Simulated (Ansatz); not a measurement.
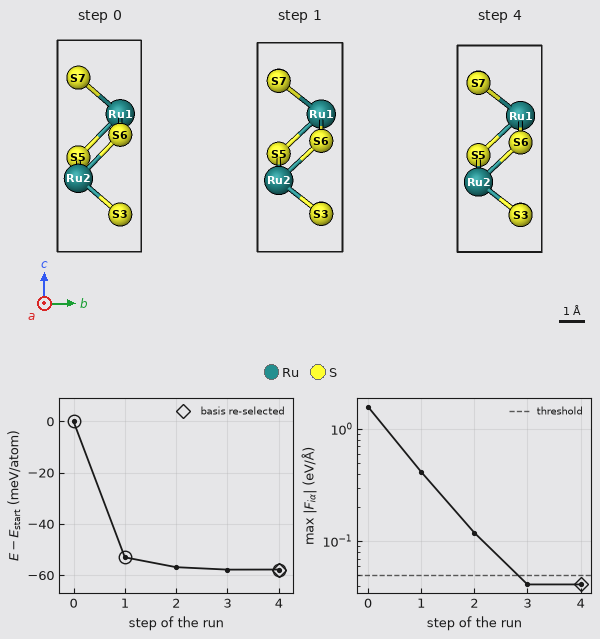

Frames of a relaxation of crystalline RuS$_{3}$ (a generated structure, set up in P2_1/m) (coarse preliminary run), marked on the history of the run. The picture is a ball-and-stick view of the cell of the calculation, seen along the a axis.

Case: Hf → Ru on all its sites, cell and atoms relaxed.

These are results of Ansatz, DFT PBEsol, scalar-relativistic, plane waves, PAW, not measurements. Settings: plane-wave cutoff 420 eV; k-point mesh 4 × 6 × 4; occupations gaussian; smearing width 0.1 eV; no spin polarisation; cell and atoms relaxed; force threshold 0.05 eV/Å; at most 60 steps.

**Describe the path.**

After 3 accepted moves (4 points after the start) the energy has fallen by 57.8 meV per atom. Largest force component: 1.6 eV/Å at the start, 0.041 eV/Å at the end. The pressure goes from −3.69 to −0.24 GPa. At 1 point the geometry stayed and the basis and grid were re-selected for the new cell (energy shift of less than 0.05 meV per atom at most each time). The largest moves relative to the cell, 0.19 Å, are those of S atoms. By element the largest moves are S 0.19 Å, Ru 0.07 Å. The volume changes by −2.2 %, with a 4.840 → 4.825 Å (−0.3 %), b 3.427 → 3.446 Å (+0.5 %), c 8.721 → 8.519 Å (−2.3 %), β 97.1° → 97.7°. Among the contacts that change: Ru–S 2.472 → 2.364 Å, Ru–S 2.568 → 2.653 Å, S–S 2.009 → 2.082 Å, Ru–S 2.476 → 2.423 Å. Bond angles that change, for instance: Ru–S–Ru 140.9° → 131.3°, Ru–S–Ru 87.7° → 93.6°, Ru–S–Ru 87.6° → 90.6°. The space group stays P2_1/m (No. 11). The run took 78 s on 2 threads of Intel(R) Xeon(R) Processor @ 2.50GHz (Skylake/Cascade Lake) (shared host), peak memory 0.56 GiB. From step 0 to 1: S atoms move most (0.19 Å), volume −1.3 %, energy −53.0 meV per atom. From step 1 to 4: S atoms move most (0.03 Å), volume −0.9 %, energy −4.8 meV per atom.

Limits of the set-up: layers or molecules are held without a dispersion correction, so their spacing is unreliable.
